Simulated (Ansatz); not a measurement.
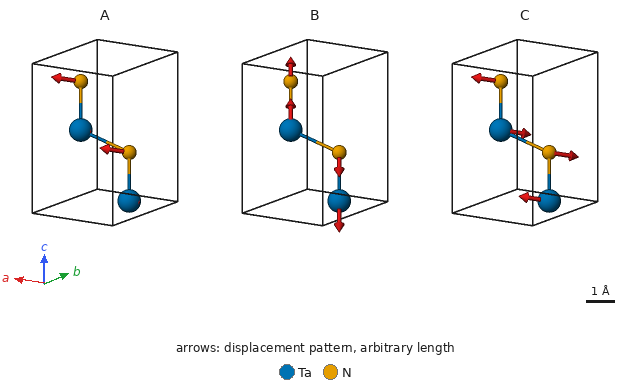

Modes of solid TaN at 0.98 times its rest volume, space group P6₃mc (No. 186), at the zone centre (one member of each degenerate set). The red arrows give the relative displacements of the atoms. The picture is a ball-and-stick view of the cell of the calculation, seen from a free direction.

Computed with Ansatz 0.2.0, DFT PBE, scalar-relativistic, plane waves, PAW.

The frequencies depend somewhat on the k-mesh and the smearing.

> Which are infrared-active and which Raman-active?

A is E₁, infrared- and Raman-active by symmetry (484 cm⁻¹). B is B₁, silent by symmetry (neither infrared- nor Raman-active) (180 cm⁻¹). C is E₂, Raman-active by symmetry (81 cm⁻¹). In a metal the free carriers screen the infrared response.
